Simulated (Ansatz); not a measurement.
The structure in question:

```yaml
crystal:
  lattice:
    - [6.22703, 0.00000, 0.00000]
    - [0.00000, 6.22703, 0.00000]
    - [0.00000, 0.00000, 4.40317]
  atoms:
    - { symbol: Al, position: [0.00000, 0.00000, 0.00000] }
    - { symbol: Al, position: [0.50000, 0.00000, 0.00000] }
    - { symbol: Al, position: [0.25000, 0.75000, 0.50000] }
    - { symbol: Al, position: [0.25000, 0.25000, 0.50000] }
    - { symbol: N, position: [0.70182, 0.00000, 0.75000] }
    - { symbol: N, position: [0.25000, 0.00000, 0.75000] }
    - { symbol: N, position: [0.50000, 0.25000, 0.25000] }
    - { symbol: N, position: [0.50000, 0.75000, 0.25000] }
    - { symbol: Al, position: [0.50000, 0.50000, 0.00000] }
    - { symbol: Al, position: [0.00000, 0.50000, 0.00000] }
    - { symbol: Al, position: [0.75000, 0.25000, 0.50000] }
    - { symbol: Al, position: [0.75000, 0.75000, 0.50000] }
    - { symbol: N, position: [0.20182, 0.50000, 0.75000] }
    - { symbol: N, position: [0.75000, 0.50000, 0.75000] }
    - { symbol: N, position: [0.00000, 0.75000, 0.25000] }
    - { symbol: N, position: [0.00000, 0.25000, 0.25000] }
```

Question: Say what kind of structure these coordinates give.

Answer: The structure is one of AlN. It belongs to space group Cm (No. 8) and has a base-centred monoclinic lattice. In the cell are 8 Al, 8 N, which makes 8 formula units. The polyhedra are AlN4 tetrahedra; they share corners. Al is coordinated by four N in a distorted tetrahedral arrangement at 1.67 to 2.16 Å. N bonds to four Al in a distorted tetrahedral arrangement at 1.67 to 2.16 Å. The bonds build a three-dimensional framework.

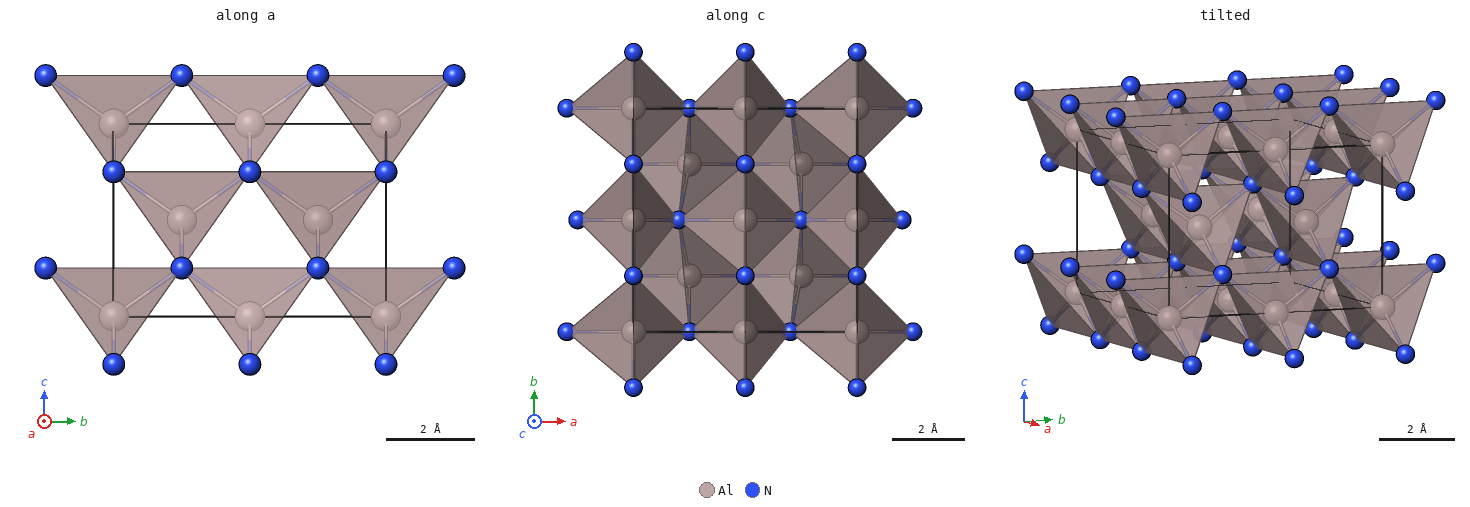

The crystal in a polyhedral representation, seen along the a axis, along the c axis and slightly off an axis. The parallelepiped is the conventional unit cell. Some neighbours outside the box are added. Colours: aluminium light grey, nitrogen blue.

The cell started as a structure listed in the Materials Project. The cell was then strained or its atoms displaced on purpose. Ansatz was used for an electronic-structure calculation on it.

At this level of theory the cell isn't at rest (forces up to 4.5 eV/Å), so its distances can differ from those at equilibrium, the more so the softer the solid.
